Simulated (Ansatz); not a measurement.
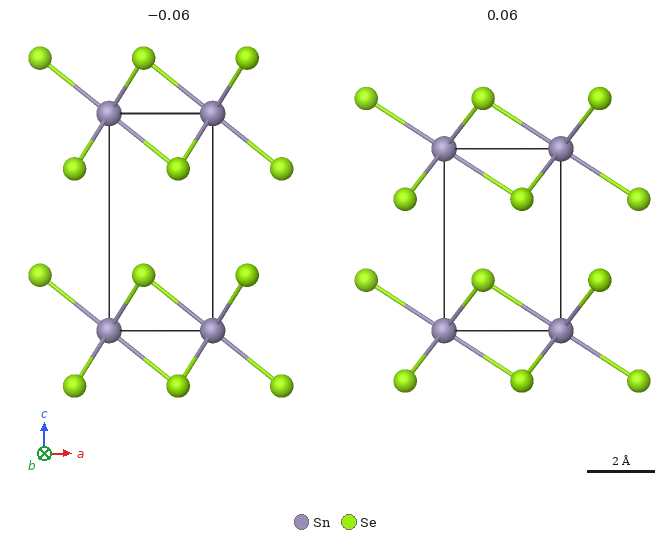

Solid SnSe₂ (set up in P-3m1), under biaxial strain in the a–b plane (c and atoms relaxed), with energies (extrapolated to zero smearing) counted from the relaxed crystal, which is the row at zero. The picture shows the first and the last member. A ball-and-stick model of the cell of the calculation, seen along the b axis.

Computed with Ansatz 0.2.0: DFT PBEsol, scalar-relativistic, plane waves, PAW. (plane-wave cutoff 420 eV; k-point mesh 12 × 12 × 6; occupations gaussian; smearing width 0.02 eV; no spin polarisation; force threshold 0.008 eV/Å)

```csv
strain,energy (meV/atom),a (Å),c (Å)
−0.06,82.11,3.588,6.514
−0.04,?,?,?
−0.02,8.02,3.741,6.301
0.0,0.00,3.817,6.155
0.02,6.77,3.894,5.981
0.04,24.78,3.970,5.749
0.06,48.51,4.046,5.452
```

> One row is withheld. What does the calculation give there?

A parabola through three neighbouring rows (−0.06, −0.02, 0.0) gives, with Lagrange weights, (0.3333)(82.11) + (1.0000)(8.02) + (−0.3333)(0.00) = 35.39 meV/atom. The calculation gives 34.20 meV/atom (a = 3.665 Å, c = 6.422 Å). The estimate is 1.19 meV/atom too high. From the first member to the last: Se–Sn 2.656 → 2.783 Å.

The whole series:

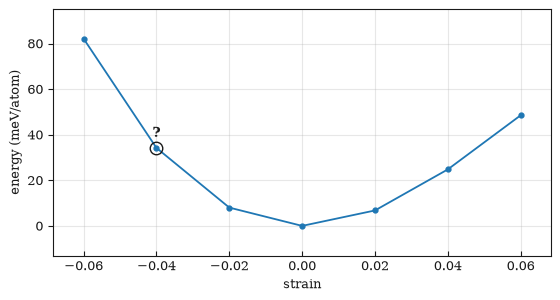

Limits of the set-up: layers or molecules are held without a dispersion correction, so their spacing is unreliable.
